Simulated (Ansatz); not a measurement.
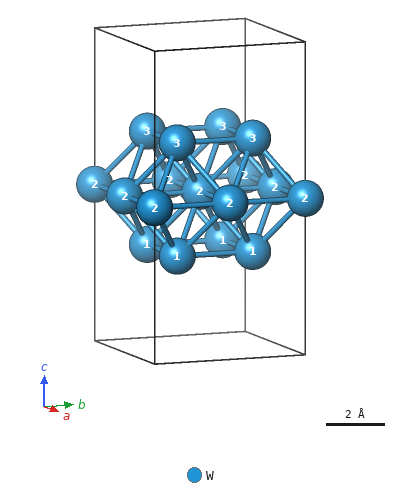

Fig. 1: The input geometry (ball-and-stick view of the 2 × 2 repeat of the cell, with the vacuum cut short, seen slightly off an axis; atoms are numbered from 1 in the order of the input). An atom can appear more than once, as a periodic image. Near neighbours in the periodic cell (some may lie outside the picture): W has 8 W at 2.81 Å; W has 12 W at 2.81 Å.

**W: geometry relaxation**

- system: W (slab, 3 atoms in the cell)
- method: DFT LDA, scalar-relativistic, plane waves, PAW, PAW set soft_1, no spin polarisation (Ansatz 0.2.0)

The structure derives from an entry of the Crystallography Open Database. The input holds or restrains some coordinates. Forces given for the steps count only the free coordinates. Figures and captions count atoms from 1; the log counts them from 0 in places.

Input file
```yaml
crystal:
  lattice:
    - [2.8093052383, 0.0, 0.0]
    - [0.0, 2.8093052383, 0.0]
    - [0.0, 0.0, 17.9729575688]
  atoms:
    - { symbol: W, position: [0.5, 0.5, 0.389474018] }
    - { symbol: W, position: [0.0, 0.0, 0.5] }
    - { symbol: W, position: [0.5, 0.5, 0.610525982] }
basis:
  ecutwfc: 420
kpoints:
  mp_grid: { grid: [10, 10, 1] }
hamiltonian:
  xc: lda
  pseudopotentials: { kind: paw, azcp: { folder: soft_1 } }
scf:
  occupations: { method: gaussian, width: 0.1 }
output:
  forces: true
  eigenvalues: true
relax:
  adjacent_minimum: "off"
  f_tol: 0.03
  max_steps: 50
  constraints: [{ sites: [0] }]
efield:
  axis: 3
  dipole_correction: true
  ramp_width: 0.04
```

Hardware: 1 thread of Arm Neoverse V1, 24 GiB of memory available, shared host.

Launch command:
```bash
ansatz run input.yaml --threads 1 --pin off --max-ram 3072MiB --backend cpu --events-out ev --progress --plain --runs-dir out
```

Output
```
Warning: [file] the record states the generating functional pbe (its physics header spells it `PBE`), which answers neither for hamiltonian.xc's functional nor for the lda family's — results may be inconsistent (PPs are generated against a specific XC)
Engine: ansatz 0.2.0, aarch64-unknown-linux-gnu
Pseudopotentials: kind: paw
Pseudopotential: W, paw, valence charge 14, recommended cutoff 420 eV (normal), [file]
Functional definition: SPW92
  exchange = slater_x
  correlation = pw_c
Crystal: 3 atoms, lattice volume = 141.846 Å³
Basis set: ecut = 420 eV, 2825 PW (Γ)
Bands: 26, of which v1, the nominal top of the filled ones, is band 21 counted from 1 (20 counted from 0)
Symmetry: 8 space group operations
k-points: 21 of 100
Non-local potential: W, projectors of the file, l = 0: 3, l = 1: 2, l = 2: 2, l = 3: 1
PAW form: soft (Blöchl's): semilocal exchange-correlation on the pseudo side does not see the compensation charge
PAW frozen core: W, regenerated for the run's functional, and the local potential with it (the file was generated under x = pbe(κ = 0.804, μ = 0.2195149727645171), c = pbe(β = 0.06672455060314922))
PAW one-centre angular grid: W, 590 points (default); XC on 64 Gauss nodes
Initial density: superposition of atomic densities (neutral atoms: chi_scale 0, normalization atom)
Initial wavefunctions: pseudopotential atomic-orbital guess
Functional: x = slater, c = lda
SCF iter   1: F=—  HF=-30389.394171 eV  |F-HF|=—  |Δ(HF+E_count)|=         —  Δρ=4.53e-2  dr2=2.12e1  ethr=3.10e-3  p=0.000 e·Å  D=9.24e-15 V/Å  ΔV_dip=-0.00 eV  dr2_dipole=1.20e-7  V_vac-E_F(+/−)=7.45/7.45 eV  ⟨swp⟩=7.4  Hψ=2728  notcnv=0
efield: sawtooth ramp at fractional position 0.9800 (placed from the atoms, in the widest stretch of the axis that holds none; the zero of the levels goes with the place), width 0.0400; the density the first Hamiltonian is built on has a dipole p = 0.000 e·Å; the dipole correction subtracts the counter field D = 9.24e-15 V/Å, which shifts the + side's vacuum level by -0.00 eV against the − side's; the planar-averaged density in the ramp window peaks in size at 4.0e-7 e/Å³
preconditioner: auto → LDOS  [metal: Δε(μ)=0.029 eV  Ē_g=4.645 eV  σ=0.100 eV  W_gap=0.16  n_scr=12 (ndim 8)  ℏωp=13.2 eV  f_vac=0.543  D(μ)=3.79/eV (n_scr^D=12)  β→1.0]
SCF iter   2: F=—  HF=-30387.784111 eV  |F-HF|=—  |Δ(HF+E_count)|=    1.61e0  Δρ=3.39e-2  dr2=6.68e0  ethr=3.10e-3  p=-0.000 e·Å  D=-4.60e-4 V/Å  ΔV_dip=0.01 eV  dr2_dipole=1.42e-5  V_vac-E_F(+/−)=4.28/4.27 eV  ⟨swp⟩=4.0  Hψ=1480  notcnv=0  defer=10
SCF iter   3: F=—  HF=-30386.979763 eV  |F-HF|=—  |Δ(HF+E_count)|=   8.04e-1  Δρ=7.99e-3  dr2=7.40e-1  ethr=3.10e-3  p=-0.000 e·Å  D=-1.06e-4 V/Å  ΔV_dip=0.00 eV  dr2_dipole=4.70e-7  V_vac-E_F(+/−)=5.43/5.43 eV  ⟨swp⟩=3.3  Hψ=1332  notcnv=0  defer=9
SCF iter   4: F=—  HF=-30386.914678 eV  |F-HF|=—  |Δ(HF+E_count)|=   6.51e-2  Δρ=1.85e-3  dr2=7.98e-3  ethr=1.76e-3  p=-0.000 e·Å  D=-7.76e-5 V/Å  ΔV_dip=0.00 eV  dr2_dipole=6.94e-7  V_vac-E_F(+/−)=5.04/5.04 eV  ⟨swp⟩=2.0  Hψ=757  notcnv=0  defer=11
SCF iter   5: F=—  HF=-30386.913380 eV  |F-HF|=—  |Δ(HF+E_count)|=   1.30e-3  Δρ=8.11e-4  dr2=1.62e-3  ethr=1.90e-5  p=-0.000 e·Å  D=-3.67e-5 V/Å  ΔV_dip=0.00 eV  dr2_dipole=1.38e-7  V_vac-E_F(+/−)=4.97/4.97 eV  ⟨swp⟩=3.3  Hψ=1089  notcnv=0  defer=10
SCF iter   6: F=—  HF=-30386.913270 eV  |F-HF|=—  |Δ(HF+E_count)|=   1.10e-4  Δρ=2.83e-4  dr2=1.41e-4  ethr=3.85e-6  p=-0.000 e·Å  D=-1.71e-5 V/Å  ΔV_dip=0.00 eV  dr2_dipole=5.28e-8  V_vac-E_F(+/−)=4.94/4.94 eV  ⟨swp⟩=2.2  Hψ=718  notcnv=0  defer=10
SCF iter   7: F=-30386.913260 eV  HF=-30386.913266 eV  |F-HF|=6.66e-6  |Δ(HF+E_count)|=   3.96e-6  Δρ=5.90e-5  dr2=1.38e-5  ethr=5.36e-8  p=-0.000 e·Å  D=-3.62e-6 V/Å  ΔV_dip=0.00 eV  dr2_dipole=1.46e-9  V_vac-E_F(+/−)=4.92/4.92 eV  ⟨swp⟩=8.9  Hψ=3009  notcnv=0
SCF 1 converged in 7 iterations: F = -30386.913260 eV  dr2 = 1.38e-5
  greatest PAW one-centre occupation: 0.999 electrons in one spin orbital (limit 2), on the W atom at site 1 (counted from 0), in its partial waves of l = 0
relax step   1: F+E_penalty+E_count = -30386.91325968 eV  Δ(F+E_penalty+E_count) = +0.000e0 eV  max|allowed force component| = 2.189e-1 eV/Å  Δτ_max = 0.0000 Å  (7 SCF iters, dr2 threshold 2.25e-5 eV, accepted)
Initial density: handed on by an earlier stage of this run
Initial wavefunctions: those handed on with the density
SCF iter   1: F=—  HF=-30387.056410 eV  |F-HF|=—  |Δ(HF+E_count)|=         —  Δρ=1.63e-2  dr2=3.03e0  ethr=3.10e-3  p=-0.000 e·Å  D=-3.61e-6 V/Å  ΔV_dip=0.00 eV  dr2_dipole=6.43e-1  V_vac-E_F(+/−)=5.01/5.01 eV  ⟨swp⟩=4.5  Hψ=1535  notcnv=0  defer=10
efield: sawtooth ramp at fractional position 0.9800 (handed on by an earlier solve), width 0.0400; the density the first Hamiltonian is built on has a dipole p = -0.000 e·Å; the dipole correction subtracts the counter field D = -3.61e-6 V/Å, which shifts the + side's vacuum level by +0.00 eV against the − side's; the planar-averaged density in the ramp window peaks in size at 1.5e-6 e/Å³
preconditioner: auto → LDOS  [metal: Δε(μ)=0.033 eV  Ē_g=4.169 eV  σ=0.100 eV  W_gap=0.18  n_scr=12 (ndim 8)  ℏωp=13.2 eV  f_vac=0.561  D(μ)=5.03/eV (n_scr^D=42)  β→1.0]
SCF iter   2: F=—  HF=-30386.939350 eV  |F-HF|=—  |Δ(HF+E_count)|=   1.17e-1  Δρ=4.92e-3  dr2=8.89e-2  ethr=3.10e-3  p=0.005 e·Å  D=6.67e-3 V/Å  ΔV_dip=-0.12 eV  dr2_dipole=9.48e-3  V_vac-E_F(+/−)=4.72/4.84 eV  ⟨swp⟩=2.0  Hψ=797  notcnv=0  defer=10
SCF iter   3: F=—  HF=-30386.933318 eV  |F-HF|=—  |Δ(HF+E_count)|=   6.03e-3  Δρ=2.53e-3  dr2=4.39e-2  ethr=2.12e-4  p=0.001 e·Å  D=1.86e-3 V/Å  ΔV_dip=-0.03 eV  dr2_dipole=2.80e-3  V_vac-E_F(+/−)=4.85/4.88 eV  ⟨swp⟩=3.4  Hψ=1201  notcnv=0  defer=10
SCF iter   4: F=—  HF=-30386.927995 eV  |F-HF|=—  |Δ(HF+E_count)|=   5.32e-3  Δρ=5.36e-4  dr2=1.49e-3  ethr=1.04e-4  p=0.002 e·Å  D=1.93e-3 V/Å  ΔV_dip=-0.03 eV  dr2_dipole=2.38e-4  V_vac-E_F(+/−)=4.81/4.84 eV  ⟨swp⟩=2.3  Hψ=754  notcnv=0  defer=10
SCF iter   5: F=—  HF=-30386.928088 eV  |F-HF|=—  |Δ(HF+E_count)|=   9.32e-5  Δρ=1.78e-4  dr2=1.34e-4  ethr=3.54e-6  p=0.001 e·Å  D=9.79e-4 V/Å  ΔV_dip=-0.02 eV  dr2_dipole=2.93e-5  V_vac-E_F(+/−)=4.82/4.84 eV  ⟨swp⟩=2.0  Hψ=713  notcnv=0  defer=10
SCF iter   6: F=—  HF=-30386.928092 eV  |F-HF|=—  |Δ(HF+E_count)|=   4.22e-6  Δρ=7.24e-5  dr2=2.10e-5  ethr=3.19e-7  p=0.001 e·Å  D=6.59e-4 V/Å  ΔV_dip=-0.01 eV  dr2_dipole=2.67e-6  V_vac-E_F(+/−)=4.83/4.84 eV  ⟨swp⟩=2.2  Hψ=743  notcnv=0  defer=10
SCF iter   7: F=-30386.928092 eV  HF=-30386.928093 eV  |F-HF|=1.13e-6  |Δ(HF+E_count)|=   8.44e-7  Δρ=2.39e-5  dr2=2.46e-6  ethr=7.13e-9  p=0.000 e·Å  D=4.13e-4 V/Å  ΔV_dip=-0.01 eV  dr2_dipole=3.32e-8  V_vac-E_F(+/−)=4.83/4.84 eV  ⟨swp⟩=8.1  Hψ=3113  notcnv=0
SCF 2 converged in 7 iterations: F = -30386.928092 eV  dr2 = 2.46e-6
relax step   2: F+E_penalty+E_count = -30386.92809177 eV  Δ(F+E_penalty+E_count) = -1.483e-2 eV  max|allowed force component| = 8.489e-2 eV/Å  Δτ_max = 0.1513 Å  (7 SCF iters, dr2 threshold 2.99e-6 eV, accepted)
iter 1 solved again at ethr=2.88e-4 eV; its pass at ethr=3.10e-3 eV (dr2=1.21e-1 eV) is discarded
SCF iter   1: F=—  HF=-30386.936025 eV  |F-HF|=—  |Δ(HF+E_count)|=         —  Δρ=3.50e-3  dr2=1.22e-1  ethr=2.88e-4  p=0.000 e·Å  D=4.13e-4 V/Å  ΔV_dip=-0.01 eV  dr2_dipole=1.93e-2  V_vac-E_F(+/−)=4.81/4.81 eV  ⟨swp⟩=1.1  Hψ=1716  notcnv=0  defer=10
efield: sawtooth ramp at fractional position 0.9800 (handed on by an earlier solve), width 0.0400; the density the first Hamiltonian is built on has a dipole p = 0.000 e·Å; the dipole correction subtracts the counter field D = 4.13e-4 V/Å, which shifts the + side's vacuum level by -0.01 eV against the − side's; the planar-averaged density in the ramp window peaks in size at 2.2e-6 e/Å³
preconditioner: auto → LDOS  [metal: Δε(μ)=0.050 eV  Ē_g=4.059 eV  σ=0.100 eV  W_gap=0.27  n_scr=12 (ndim 8)  ℏωp=13.2 eV  f_vac=0.556  D(μ)=5.77/eV (n_scr^D=50)  β→1.0]
SCF iter   2: F=—  HF=-30386.930216 eV  |F-HF|=—  |Δ(HF+E_count)|=   5.81e-3  Δρ=1.53e-3  dr2=8.35e-3  ethr=2.88e-4  p=-0.001 e·Å  D=-8.54e-4 V/Å  ΔV_dip=0.02 eV  dr2_dipole=7.34e-4  V_vac-E_F(+/−)=4.86/4.85 eV  ⟨swp⟩=1.9  Hψ=601  notcnv=0  defer=10
SCF iter   3: F=—  HF=-30386.929711 eV  |F-HF|=—  |Δ(HF+E_count)|=   5.04e-4  Δρ=8.86e-4  dr2=7.07e-3  ethr=1.99e-5  p=0.000 e·Å  D=4.87e-4 V/Å  ΔV_dip=-0.01 eV  dr2_dipole=1.06e-3  V_vac-E_F(+/−)=4.83/4.84 eV  ⟨swp⟩=3.5  Hψ=1124  notcnv=0  defer=10
SCF iter   4: F=—  HF=-30386.929061 eV  |F-HF|=—  |Δ(HF+E_count)|=   6.51e-4  Δρ=1.68e-4  dr2=7.39e-5  ethr=1.68e-5  p=-0.000 e·Å  D=-1.42e-4 V/Å  ΔV_dip=0.00 eV  dr2_dipole=1.55e-7  V_vac-E_F(+/−)=4.85/4.85 eV  ⟨swp⟩=2.4  Hψ=743  notcnv=0  defer=10
SCF iter   5: F=—  HF=-30386.929077 eV  |F-HF|=—  |Δ(HF+E_count)|=   1.68e-5  Δρ=5.72e-5  dr2=7.17e-6  ethr=1.76e-7  p=0.000 e·Å  D=3.87e-6 V/Å  ΔV_dip=-0.00 eV  dr2_dipole=2.08e-6  V_vac-E_F(+/−)=4.85/4.85 eV  ⟨swp⟩=3.4  Hψ=1051  notcnv=0  defer=10
SCF iter   6: F=—  HF=-30386.929080 eV  |F-HF|=—  |Δ(HF+E_count)|=   2.59e-6  Δρ=1.84e-5  dr2=4.49e-7  ethr=1.71e-8  p=-0.000 e·Å  D=-1.83e-5 V/Å  ΔV_dip=0.00 eV  dr2_dipole=4.02e-9  V_vac-E_F(+/−)=4.85/4.85 eV  ⟨swp⟩=2.2  Hψ=775  notcnv=0  defer=10
SCF iter   7: F=-30386.929080 eV  HF=-30386.929080 eV  |F-HF|=2.80e-8  |Δ(HF+E_count)|=   3.34e-7  Δρ=6.01e-6  dr2=3.61e-8  ethr=2.38e-10  p=-0.000 e·Å  D=-9.95e-6 V/Å  ΔV_dip=0.00 eV  dr2_dipole=3.97e-9  V_vac-E_F(+/−)=4.85/4.85 eV  ⟨swp⟩=9.7  Hψ=2802  notcnv=0
SCF 3 converged in 7 iterations: F = -30386.929080 eV  dr2 = 3.61e-8
relax step   3: F+E_penalty+E_count = -30386.92908026 eV  Δ(F+E_penalty+E_count) = -9.885e-4 eV  max|allowed force component| = 2.180e-2 eV/Å  Δτ_max = 0.0356 Å  (7 SCF iters, accepted)
```

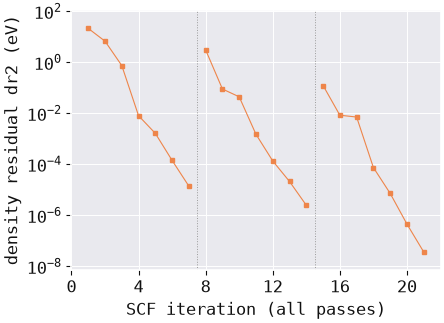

Fig. 2: Convergence of the self-consistent field: density residual dr2 against the SCF iteration. The dotted lines part the SCF passes of the relaxation: geometry steps, rejected trials and re-solves on a re-selected basis. The passes take 7, 7 and 7 iterations.

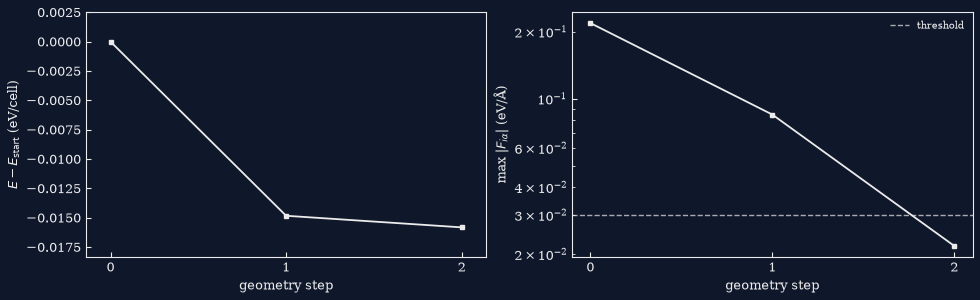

Fig. 3: Progress of the restrained relaxation, step by step (the first geometry is step 0 here and step 1 in the log).

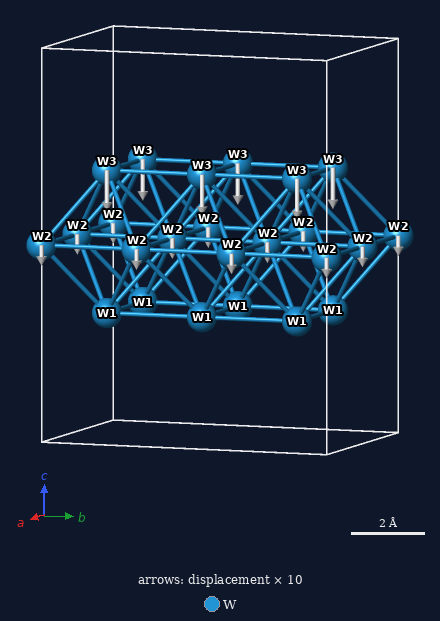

Fig. 4: The starting structure with the displacements as white arrows, magnified 10 times (ball-and-stick view of the 2 × 3 repeat of the cell, with the vacuum cut short, seen slightly off an axis). After 2 geometry steps the energy has fallen by 15.8 meV per cell of the calculation. Largest force component: 0.22 eV/Å at the start, 0.022 eV/Å at the end. The largest move is that of W3, 0.12 Å. The cell doesn't change. Among the contacts that change: W1–W2 2.809 → 2.769 Å. (Atoms are counted from 1 in the order of the input.)

```
SCF converged after 7 iterations
Free energy (F): -30386.929080 eV
Harris-Foulkes:  -30386.929080 eV  (|F-HF|=2.80e-8)
Internal energy: -30386.900275 eV  (E = F + TS)
E sigma→0 (E₀):  -30386.914678 eV
Entropy (-TS):   -0.028805 eV (-9.602 meV/atom)
Fermi energy:    4.205941 eV
Dipole field:    D = -0.000111 V/Å  (p = -0.000087 e·Å, saw-weighted, corrected)
Work function:   Φ+ = 4.8525 eV   Φ− = 4.8505 eV
Levels:          The Fermi level and band energies are counted from a zero that moves with the ramp; work functions are not
--- Per-component energies (eV) ---
  E_band       = -991.306729
  E_kinetic    = 1264.749726
  E_local      = -30195.566591  (includes V_loc(G=0)·N_el)
  E_nonlocal   = -56.544642
  E_hartree    = 14593.959841
  E_xc         = -793.125519
  E_vxc        = -688.717671  (∫ρ·V_xc dr)
  E_paw        = -24973.963080  (= ΣΔE_a)
  E_vpaw       = -503.148321  (= ΣTr[D̂ρ^β])
  E_aug_tail   = 0.000446  (compensation charges beyond the density's cutoff)
  E_efield     = 0.000000  (sawtooth field / dipole correction)
  E_vefield    = -0.000269  (∫n·V_field dr)
  E_ewald      = 9772.739796
  E_core_change = 0.849748  (= ΣΔE_core)
  E_smearing   = -0.028805  (= −TS)
  E_closure    = 0.000000  (closes the sum)
  Σ components = -30386.929080   (vs F -30386.929080, Δ=0.00e0)
--- Forces (eV/Å), atoms counted from 1 ---
  atom   1  W      0.00000000     0.00000000     0.02119013
  atom   2  W      0.00000000     0.00000000     0.00077943
  atom   3  W      0.00000000     0.00000000    -0.02179701
  max |Σ_I F_I| component: 1.73e-4 eV/Å
--- Band table (eV; the first three rows and the last of 21) ---
  k-point 0: bands = ["-69.4777", "-69.4507", "-69.2499", "-34.1670", "-33.7832", "-33.4208", "-33.4208", "-33.2567", "-33.2567", "-33.1802", "-33.0059", "-33.0059", "-4.0547", "-1.6966", "-1.2769", "-0.3109", "1.2261", "2.9469", "3.2968", "3.6535", "4.0587", "4.0587", "6.0948", "6.0948", "6.0948", "6.4079"]
  k-point 1: bands = ["-69.4713", "-69.4465", "-69.2479", "-34.1473", "-33.8142", "-33.4607", "-33.4053", "-33.3805", "-33.2506", "-33.1324", "-33.0705", "-33.0094", "-3.7669", "-1.4578", "-1.0283", "-0.0869", "1.3787", "3.0459", "3.1605", "3.5438", "4.1080", "4.2077", "5.5750", "5.7113", "5.7358", "6.8300"]
  k-point 2: bands = ["-69.4543", "-69.4357", "-69.2431", "-34.1031", "-33.9171", "-33.5790", "-33.5657", "-33.3620", "-33.2346", "-33.2105", "-33.1222", "-33.0214", "-2.9987", "-0.9853", "-0.5178", "0.6296", "1.9388", "2.8822", "2.9355", "3.7661", "4.1901", "4.3482", "4.8157", "5.0252", "5.5083", "6.7325"]
  k-point 20: bands = ["-69.3648", "-69.3645", "-69.1888", "-34.1656", "-34.1656", "-33.8805", "-33.8805", "-33.6320", "-33.6164", "-33.5187", "-33.5187", "-33.4367", "-1.0208", "-0.7493", "0.0972", "0.0972", "0.5463", "2.5901", "2.5901", "5.5390", "6.4164", "6.4164", "7.5605", "7.8385", "8.9787", "8.9787"]
--- Relaxed structure (3 steps of the walk, 3 accepted, 0 SCFs on fresh bases) ---
  F+E_penalty+E_count = -30386.92908026 eV   max|allowed force component| = 2.180e-2 eV/Å
  atoms:
    - { symbol: W, position: [0.5, 0.5, 0.389474018] }
    - { symbol: W, position: [4.2847113899606844e-36, 0.0, 0.4967778531569287] }
    - { symbol: W, position: [0.5, 0.5, 0.6040886488228007] }
```

Trajectory as extended XYZ (Å, eV, eV/Å), 3 frames, from step=1 to step=3
```
3
Lattice="2.8093 0.0000 0.0000 0.0000 2.8093 0.0000 0.0000 0.0000 17.9730" Properties=species:S:1:pos:R:3:forces:R:3 step=1 energy=-30386.91326
W     1.4047    1.4047    7.0000    0.0000   0.0000   0.2190
W     0.0000    0.0000    8.9865    0.0000   0.0000  -0.0001
W     1.4047    1.4047   10.9730    0.0000   0.0000  -0.2189
3
Lattice="2.8093 0.0000 0.0000 0.0000 2.8093 0.0000 0.0000 0.0000 17.9730" Properties=species:S:1:pos:R:3:forces:R:3 step=2 energy=-30386.92809
W     1.4047    1.4047    7.0000    0.0000   0.0000  -0.0723
W     0.0000    0.0000    8.9122    0.0000   0.0000  -0.0131
W     1.4047    1.4047   10.8217    0.0000   0.0000   0.0849
3
Lattice="2.8093 0.0000 0.0000 0.0000 2.8093 0.0000 0.0000 0.0000 17.9730" Properties=species:S:1:pos:R:3:forces:R:3 step=3 energy=-30386.92908
W     1.4047    1.4047    7.0000    0.0000   0.0000   0.0212
W     0.0000    0.0000    8.9286    0.0000   0.0000   0.0008
W     1.4047    1.4047   10.8573    0.0000   0.0000  -0.0218
```

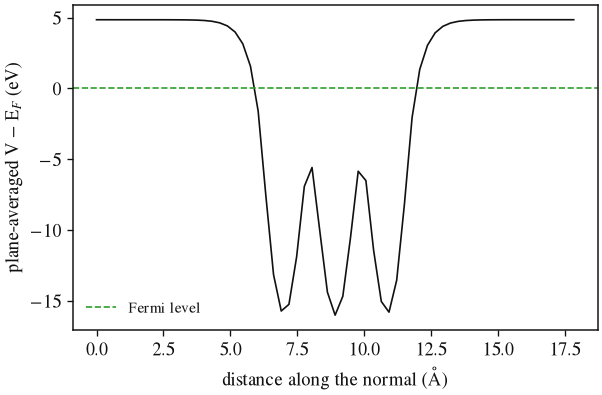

Fig. 5: Plane average of the electrostatic potential energy of an electron across the cell, from the Fermi level. The vacuum level lies 4.85 eV above the Fermi level.

Results in brief

| quantity | value |
| --- | --- |
| outcome | converged under the restraints of the input |
| electrons treated | 42 |
| free energy | −30386.9291 eV |
| work function, top face | 4.85 eV |
| work function, bottom face | 4.85 eV |
| Fermi energy | 4.206 eV |
| gap on the k-point mesh | none (metallic) |
| final volume | 141.85 Å³ |
| work function (upper face) | 4.85 eV |
| largest force (length of the vector) at the end, held atoms and coordinates included | 0.022 eV/Å |
| wall time | 25 s |
| peak memory | 0.34 GiB |

Warnings of the run: the PAW datasets were made with another functional. Spin–orbit coupling is left out, which matters for W.
